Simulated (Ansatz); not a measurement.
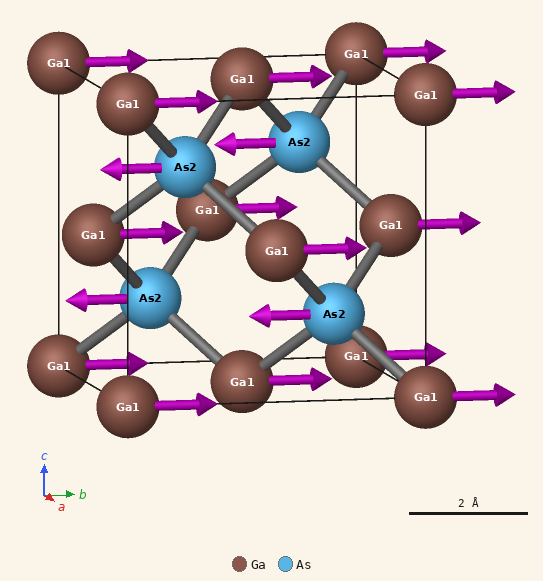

One vibrational mode of crystalline GaAs relaxed at 30 GPa at the zone centre. The purple arrows give the relative displacements of the atoms. A ball-and-stick model of the conventional cell (4 times the calculation's cell), seen from a free direction. Lengths and directions refer to the drawn axes.

Computed with Ansatz 0.2.0, DFT PBEsol, scalar-relativistic, plane waves, PAW.

Input file:
```yaml
crystal:
  lattice:
    - [0.0, 2.6060607398, 2.6060607398]
    - [2.6060607398, 0.0, 2.6060607398]
    - [2.6060607398, 2.6060607398, 0.0]
  atoms:
    - { symbol: Ga, position: [0.0, 0.0, 0.0] }
    - { symbol: As, position: [0.75, 0.75, 0.75] }
basis:
  ecutwfc: 420
kpoints:
  mp_grid: { grid: [12, 12, 12] }
hamiltonian:
  xc: pbesol
scf:
  occupations: { method: fixed }
output:
  eigenvalues: true
phonons:
  method: dfpt
  dielectric: true
  rigid_motions: translations
  eigenvectors: true
```

Run as
```bash
ansatz run input.yaml --threads 1 --pin off --max-ram 3072MiB --backend cpu --events-out ev --progress --plain --runs-dir out
```

Frequencies are those without the non-analytic (LO–TO) term.

> What mode is this, and where does it lie in the spectrum?

This is the T₂ mode (triply degenerate; one member of the set is drawn) at 352 cm⁻¹, the only optical level, infrared- and Raman-active by symmetry. The Ga sublattice moves against the As sublattice, along b; the kinetic energy is shared as Ga 52 %, As 48 %. Its infrared intensity is 5.5 (D/Å)²/amu for the set. The value is the transverse one; the longitudinal partner lies at 366 cm⁻¹.
